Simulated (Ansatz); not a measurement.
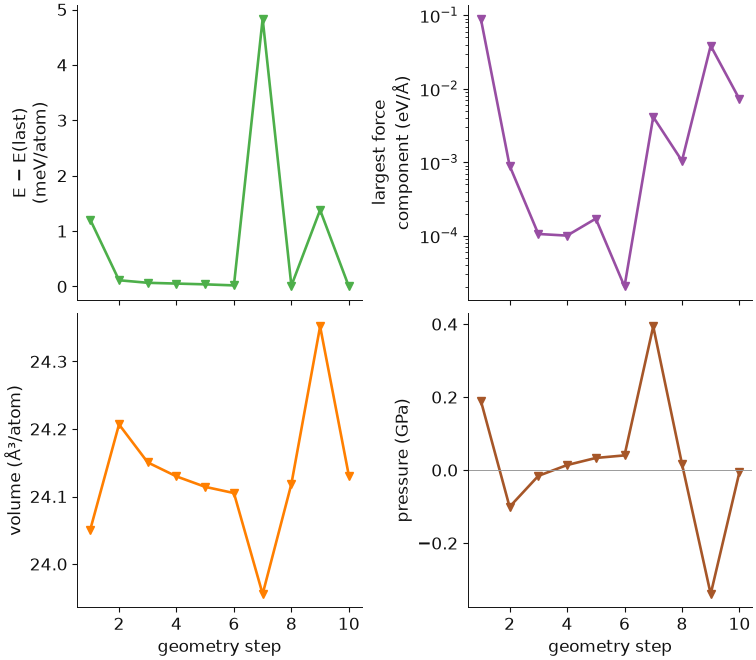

History of a geometry optimisation. Atoms and cell relax. A closing SCF on a freshly chosen basis isn't drawn.

- system: Cd (P6_3/mmc, 4 atoms in the cell)
- method: DFT PBE, scalar-relativistic, plane waves, PAW (Ansatz); cutoff 420 eV, 18×18×4 k-mesh, Gaussian smearing of 0.1 eV

**How did the optimisation end?**

The optimisation met its thresholds at geometry 10, counting the start as the first. The energy fell by about 1.2 meV/atom from the first step to the last. Steps 7 and 9 went uphill and were rejected by the line search. The largest force component goes from about 0.09 eV/Å at the start to 7 × 10⁻³ eV/Å at the end.

**Was the starting cell too large or too small?**

The volume grows from 24.05 to 24.13 Å³ per atom (+0.3 %), overshooting to 24.35 at step 9, as the pressure goes from 0.19 GPa to about 0 GPa. The start was compressed.
